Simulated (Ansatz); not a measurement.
# CuH3: from a guess to a relaxed structure

The task: take a trial cell of CuH3 to zero force and stress.

Program: Ansatz 0.2.0. Level of theory: DFT PBE, scalar-relativistic, plane waves, PAW. These are calculated values, not measurements.

## Step 1: Starting point

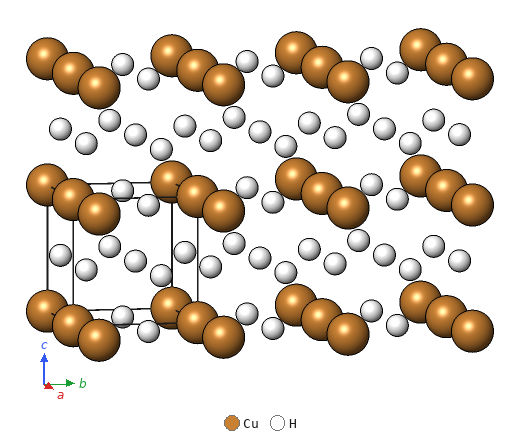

Start, viewed slightly off an axis; copper orange, hydrogen white. 2×3×2 cells are drawn. Atoms on the faces are drawn again on the opposite ones.

As a file:

```cif
data_structure
_symmetry_space_group_name_H-M 'P 1'
_symmetry_Int_Tables_number 1
_cell_length_a 3.3238
_cell_length_b 3.3238
_cell_length_c 3.3238
_cell_angle_alpha 90.000
_cell_angle_beta 90.000
_cell_angle_gamma 90.000
_cell_volume 36.72
loop_
_atom_site_label
_atom_site_type_symbol
_atom_site_fract_x
_atom_site_fract_y
_atom_site_fract_z
_atom_site_occupancy
Cu1 Cu 0.00000 0.00000 0.00000 1
H1 H 0.50000 0.50000 0.00000 1
H2 H 0.50000 0.00000 0.50000 1
H3 H 0.00000 0.50000 0.50000 1
```

A structure generator made this guess: species swapped into a database cell of TiRh3 (Pm-3m, No. 221), with Cu on the Ti sites and H on the Rh sites. Lengths come from tabulated atomic sizes and are only a guess.

## Step 2: The guess as it stands, on a coarse mesh

input.yaml reads:

```yaml
crystal:
  lattice:
    - [3.32375881, 0.0, 0.0]
    - [0.0, 3.32375881, 0.0]
    - [0.0, 0.0, 3.32375881]
  atoms:
    - { symbol: Cu, position: [0.0, 0.0, 0.0] }
    - { symbol: H, position: [0.5, 0.5, 0.0] }
    - { symbol: H, position: [0.5, 0.0, 0.5] }
    - { symbol: H, position: [0.0, 0.5, 0.5] }
basis:
  ecutwfc: 420
kpoints:
  mp_grid: { grid: [6, 6, 6] }
hamiltonian:
  xc: pbe
scf:
  occupations: { method: gaussian, width: 0.1 }
  lower_state_search: "off"
output:
  forces: true
  stress: true
  eigenvalues: true
```

Run with:

```sh
> ansatz run input.yaml --threads 1 --pin off --max-ram 2048MiB --backend cpu --events-out ev --progress --plain --runs-dir out
```

The program printed (excerpt; [...] marks lines left out):

```text
[...]
SCF converged after 6 iterations
Free energy (F): -6668.318610 eV
[...]
E sigma→0 (E₀):  -6668.314021 eV
Entropy (-TS):   -0.009180 eV (-2.295 meV/atom)
Fermi energy:    4.387222 eV
[...]
--- Forces (eV/Å), atoms counted from 1 ---
  atom   1  Cu     0.00000000    -0.00000000    -0.00000000
  atom   2  H      0.00000000     0.00000000    -0.00000000
  atom   3  H      0.00000000    -0.00000000     0.00000000
  atom   4  H      0.00000000    -0.00000000     0.00000000
[...]
--- Stress (GPa, compression-positive) ---
      -23.035873       0.000000       0.000000
        0.000000     -23.035873       0.000000
        0.000000       0.000000     -23.035873
  P = ⅓ Tr σ = -23.0359 GPa (-230.359 kbar)
--- Band table (eV; the first three rows and the last of 20) ---
  k-point 0: bands = ["-108.1804", "-65.5644", "-65.5644", "-65.5644", "-4.2042", "1.1018", "1.1018", "1.9527", "1.9527", "1.9527", "6.0677", "6.0677", "11.1967", "11.1967", "11.1967"]
[...]
```

It took 0.88 s on 1 thread of Arm Neoverse V1, shared host; peak memory 0.27 GiB.

Read-out: pressure -23.0 GPa, largest force 0.00 eV/Å, gap on this mesh none (metal). A cheap, loose relaxation comes first.

(Part 1 of 3 ends here.)
